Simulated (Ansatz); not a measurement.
The Ansatz input:

```
crystal:
  lattice:
    - [5.9085268368, 0.0, 0.0]
    - [0.0, 6.5169368653, 0.0]
    - [0.0, 0.0, 21.8081649819]
  atoms:
    - { symbol: O, position: [0.0, 0.0, 0.3668350825] }
    - { symbol: O, position: [0.5, 0.0, 0.3668350825] }
    - { symbol: Ti, position: [0.0, 0.5, 0.4252924665] }
    - { symbol: Ti, position: [0.5, 0.5, 0.4252924665] }
    - { symbol: Ti, position: [0.25, 0.0, 0.4252924665] }
    - { symbol: Ti, position: [0.75, 0.0, 0.4252924665] }
    - { symbol: O, position: [0.25, 0.3043792197, 0.4252924665] }
    - { symbol: O, position: [0.75, 0.3043792197, 0.4252924665] }
    - { symbol: O, position: [0.25, 0.6956207803, 0.4252924665] }
    - { symbol: O, position: [0.75, 0.6956207803, 0.4252924665] }
    - { symbol: O, position: [0.0, 0.0, 0.4837498505] }
    - { symbol: O, position: [0.5, 0.0, 0.4837498505] }
    - { symbol: O, position: [0.0, 0.5, 0.5162501495] }
    - { symbol: O, position: [0.5, 0.5, 0.5162501495] }
    - { symbol: Ti, position: [0.0, 0.0, 0.5747075335] }
    - { symbol: Ti, position: [0.5, 0.0, 0.5747075335] }
    - { symbol: Ti, position: [0.25, 0.5, 0.5747075335] }
    - { symbol: Ti, position: [0.75, 0.5, 0.5747075335] }
    - { symbol: O, position: [0.25, 0.8043792197, 0.5747075335] }
    - { symbol: O, position: [0.75, 0.8043792197, 0.5747075335] }
    - { symbol: O, position: [0.25, 0.1956207803, 0.5747075335] }
    - { symbol: O, position: [0.75, 0.1956207803, 0.5747075335] }
    - { symbol: O, position: [0.0, 0.5, 0.6331649175] }
    - { symbol: O, position: [0.5, 0.5, 0.6331649175] }
basis:
  ecutwfc: 420
kpoints:
  mp_grid: { grid: [3, 3, 1] }
hamiltonian:
  xc: pbe
  dispersion: d3bj
scf:
  occupations: { method: gaussian, width: 0.05 }
output:
  forces: true
  eigenvalues: true
  write_density: true
  write_potential: true
  elf: true
  volumetric_format: npy
relax:
  adjacent_minimum: "off"
  f_tol: 0.03
  max_steps: 70
  constraints: [{ sites: [0, 1, 2, 3, 4, 5, 6, 7, 8, 9, 10, 11] }]
efield:
  axis: 3
  dipole_correction: true
  ramp_width: 0.04
```

Command:
```bash
ansatz run input.yaml --threads 8 --pin off --max-ram 20480MiB --backend cpu --events-out ev --progress --plain --runs-dir out
```

What does the potential across the slab give for the band edges against vacuum?

From the vacuum level at the right face the ionisation potential is 6.79 eV and the electron affinity 5.03 eV; at the left face they are 7.01 and 5.25 eV. The slab's gap, their difference before rounding, is 1.76 eV. The vacuum levels differ by 0.22 eV, so the slab carries a dipole along its normal. Some atoms were held fixed in the relaxation, which can itself make the faces differ. The outermost atoms are 5.7 Å apart, which leaves 16.1 Å of vacuum in a cell 21.8 Å high.

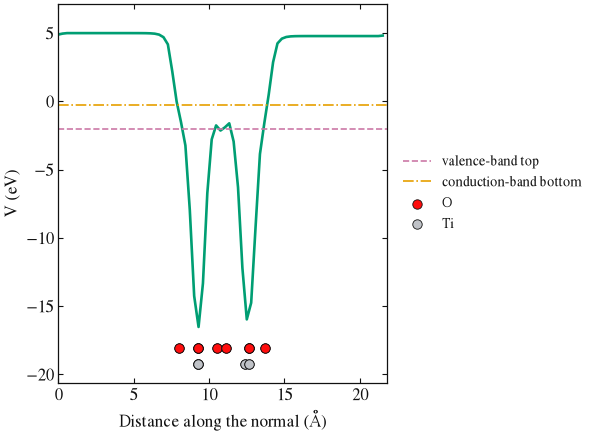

Plane-averaged electrostatic potential energy of an electron across the slab; circles at the bottom mark the heights of the atoms (positions after relaxation).
